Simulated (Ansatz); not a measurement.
System: B.

```cif
data_structure
_symmetry_space_group_name_H-M 'P 1'
_symmetry_Int_Tables_number 1
_cell_length_a 2.8173
_cell_length_b 2.8173
_cell_length_c 2.8173
_cell_angle_alpha 90.000
_cell_angle_beta 90.000
_cell_angle_gamma 90.000
_cell_volume 22.36
loop_
_atom_site_label
_atom_site_type_symbol
_atom_site_fract_x
_atom_site_fract_y
_atom_site_fract_z
_atom_site_occupancy
B1 B 0.00000 0.00000 0.00000 1
B2 B 0.50000 0.50000 0.00000 1
B3 B 0.50000 0.00000 0.50000 1
B4 B 0.00000 0.50000 0.50000 1
```

Space group Fm-3m; set up as B, fcc; a generated structure, not necessarily the stable one; changed on purpose from its base cell (volume × 0.96); computed pressure about 12 GPa in this cell; computed without spin polarisation.

Level of theory: DFT, PBEsol, plane waves (420 eV) with PAW, scalar-relativistic (Ansatz).

Predict the valence pseudo-density and electron localisation function between the atoms.

B–B (1.99 Å): ρ at the midpoint is about 0.54 e/Å³; the ELF peaks at about 0.60 between the atoms.

Does the calculation make it a metal, or give it a gap?

It is gapless in this calculation (a metal or semimetal).

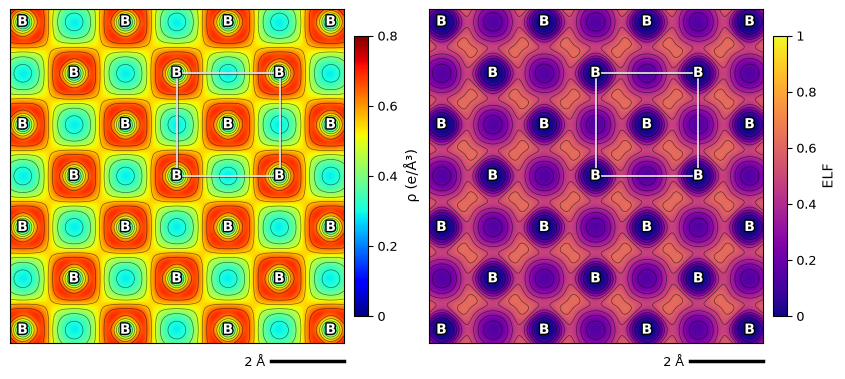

Computed valence pseudo-density and electron localisation function on the (010) plane of the conventional cell, in this order. 
